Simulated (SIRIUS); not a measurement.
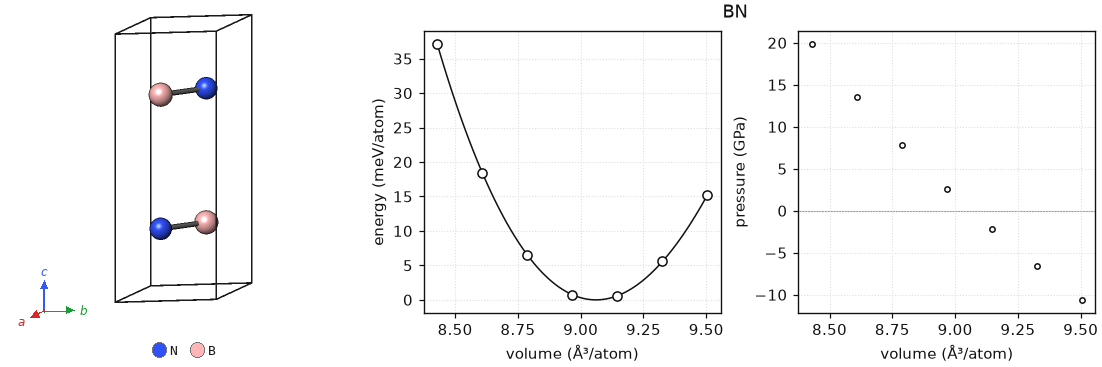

The figure shows the energy and pressure against volume for BN, space group P6_3/mmc (No. 194). The conventional cell is drawn beside the plot.

Cell as given: a = 2.498 Å, b = 2.498 Å, c = 6.636 Å, α = 90.00°, β = 90.00°, γ = 120.00°; 4 atoms.

Method: plane-wave DFT, no spin polarisation; energies at scaled volumes of the given cell, shape and fractions fixed, counted from the fit's minimum, third-order Birch-Murnaghan fit (SIRIUS 7.10.0). Level: PBEsol.

| setting | value |
| --- | --- |
| k mesh | 12×12×4 |
| occupations | Fermi–Dirac |
| smearing width | 0.05 eV |
| potentials | dojo sr pbesol 0.4.1 standard |
| wave cutoff | 1152 eV |
| density cutoff | 4606 eV |

### Give the fitted equation-of-state parameters.

A third-order Birch–Murnaghan fit gives V0 = 9.06 Å³/atom, B0 = 242 GPa and B′ = 3.6.

### Read off the course of the pressure.

It falls from 19.87 GPa at volume 8.4286 Å³/atom to −10.61 GPa at 9.5046 Å³/atom, and changes sign near 9.06 Å³/atom.

Limits of the calculation: shape and atomic fractions are frozen while scaling, which makes layered, chain and framework solids too stiff.
